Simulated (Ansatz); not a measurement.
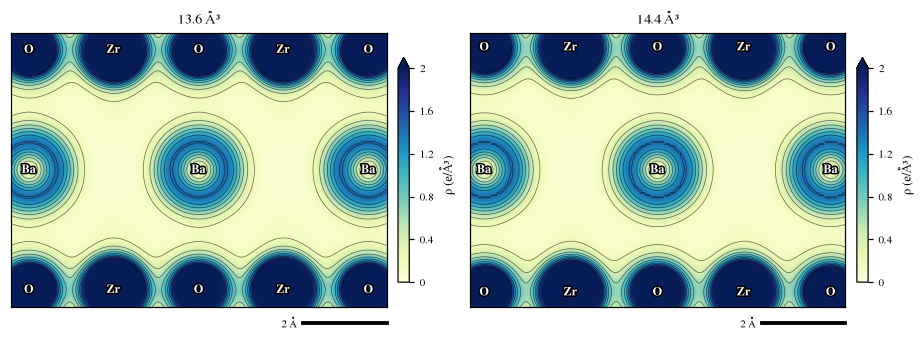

BaZrO3. The valence pseudo-density of cells scaled evenly to different volumes (given per atom above each panel), on the (011) plane of each (indices in the axes of the cell below), at one length scale and on one colour scale.

Started from the cubic perovskite prototype, which need not be the ambient phase.

Computed with DFT, HSE06, plane waves, PAW (Ansatz).

The density is the valence pseudo-density of a PAW calculation; it isn't the true density close to the nuclei.

The largest cell:

```cif
data_structure
_symmetry_space_group_name_H-M 'P 1'
_symmetry_Int_Tables_number 1
_cell_length_a 4.1633
_cell_length_b 4.1633
_cell_length_c 4.1633
_cell_angle_alpha 90.000
_cell_angle_beta 90.000
_cell_angle_gamma 90.000
_cell_volume 72.16
loop_
_atom_site_label
_atom_site_type_symbol
_atom_site_fract_x
_atom_site_fract_y
_atom_site_fract_z
_atom_site_occupancy
Ba1 Ba 0.00000 0.00000 0.00000 1
Zr1 Zr 0.50000 0.50000 0.50000 1
O1 O 0.50000 0.50000 0.00000 1
O2 O 0.50000 0.00000 0.50000 1
O3 O 0.00000 0.50000 0.50000 1
```

| volume (Å³/atom) | Zr–O contact in the plane (Å) | ρ at its midpoint (e/Å³) | pressure (GPa) | gap on the mesh (eV) | 
| --- | --- | --- | --- | --- |
| 13.58 | 2.040 | 0.772 | 16.2 | 4.92 | 
| 14.00 | 2.061 | ? | ? | ? | 
| 14.43 | 2.082 | 0.697 | 3.6 | 4.76 | 

What values belong in the row with question marks?

Answer. Over the known rows ln ρ falls by 2.43 per Å of Zr–O distance (the line through the two), which gives 0.734 e/Å³ at 2.061 Å; the calculation gives 0.733 e/Å³. For the pressure, a straight line in volume between the neighbouring rows gives 10.0 GPa; the calculation gives 9.5, lower because pressure rises ever faster on compression. For the gap on the mesh, a straight line in volume between the neighbouring rows gives 4.84 eV; the calculation gives 4.84.
